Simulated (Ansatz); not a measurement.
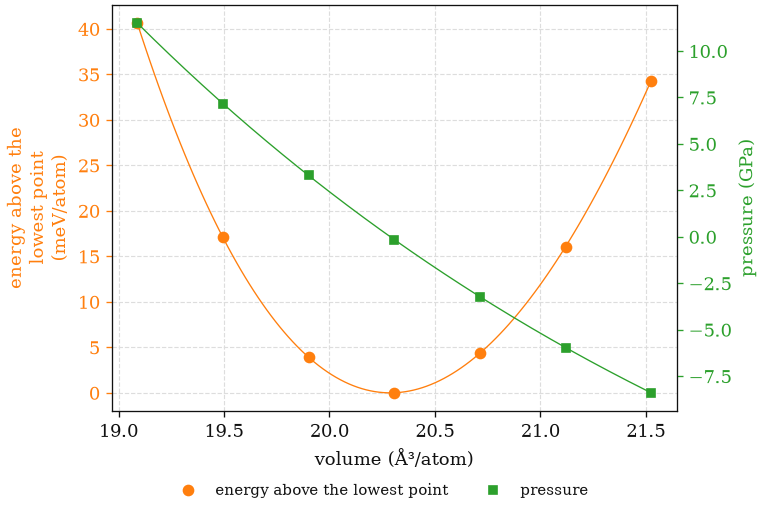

Plotted: energy above the lowest point and pressure against volume for Ru, space group Fd-3m (No. 227) (one of a set of cubic test structures, which need not be the stable phase).

Calculation (Ansatz 0.2.0 development build): equation of state of a cubic crystal from periodic Kohn-Sham density functional theory without spin, third-order Birch-Murnaghan fit to the free energies; pressure corrected for the finite basis. Level: PBE.

structure type diamond; atoms in cell 2; space group number 227; lattice centring face-centred primitive; k mesh 17×17×17; occupation method Fermi–Dirac; occupation width 0.06123 eV; wave cutoff 700 eV; datasets hard PAW; density tolerance 1e−09 eV; bands 20; density cutoff ratio 4; search for lower states default.

> How stiff is the solid, and where is its volume at rest?

A third-order Birch–Murnaghan fit gives V0 = 20.29 Å³/atom, B0 = 163 GPa and B′ = 4.7.

> Read off the course of the pressure.

It falls from 11.5 GPa at volume 19.09 Å³/atom to −8.4 GPa at 21.53 Å³/atom, and changes sign near 20.29 Å³/atom.

Caveats: cubic model structure, not the ambient form; modest k-mesh, values are not fully converged in k.

The computed values:

```csv
volume (Å³/atom),energy above the lowest point (meV/atom),pressure (GPa)
19.09,40.6,11.5
19.49,17.1,7.2
19.90,3.9,3.3
20.31,0.0,-0.1
20.71,4.4,-3.2
21.12,16.1,-6.0
21.53,34.3,-8.4
```
